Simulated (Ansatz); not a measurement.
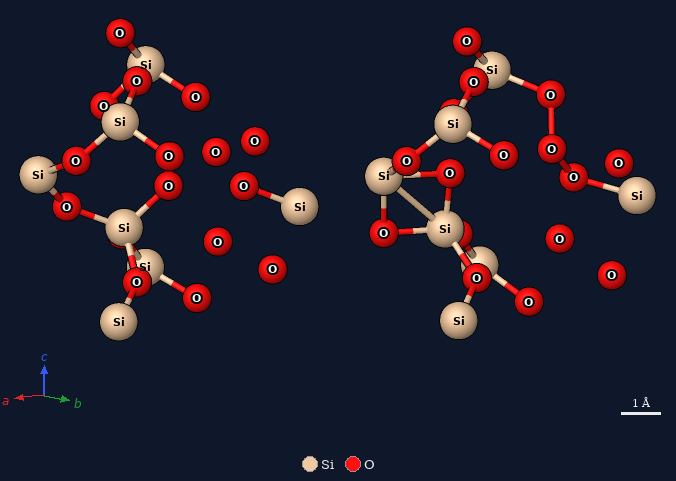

Two geometries of a defect cell of composition Si23O49 (cell charge −2), drawn at one scale. One is the start of a relaxation, the other its converged end. The picture is a ball-and-stick view of the atoms within 4.2 Å of the atom that moves most (axes of the cell of the calculation (origin shifted)), seen from a free direction.

Level of theory: DFT, PBEsol, PAW, plane waves (Ansatz 0.2.0). (plane-wave cutoff 420 eV; k-point mesh 1 × 1 × 1; mesh shifted by (0.25, 0.25, 0.25); no spin polarisation; atoms relaxed in a fixed cell; force threshold 0.03 eV/Å; at most 80 steps)

Q: Which one is relaxed?

A: The right one is the relaxed one. The energy falls by 7.953 eV per cell of the calculation in 30 geometry steps. The largest force component goes from 5.8 to 0.013 eV/Å. The atom that moves furthest is an O atom (1.54 Å along [3 −1 1]). By element the largest moves are O 1.54 Å, Si 0.45 Å. The lattice vectors keep their values. Near-neighbour distances that change, for instance: O–Si 3.595 → 1.847 Å, O–O 1.628 → 3.047 Å, O–O 1.663 → 2.652 Å, Si–Si 3.078 → 2.501 Å. New bonds form, among them: O–Si (3.60 → 1.85 Å). Among the angles between lasting bonds that change: Si–O–Si 141.9° → 95.1°, O–Si–O 110.1° → 91.2°, Si–O–Si 147.2° → 132.9°.

Limits of the set-up: the cell is charged, on a uniform background, and energies carry no finite-size correction.
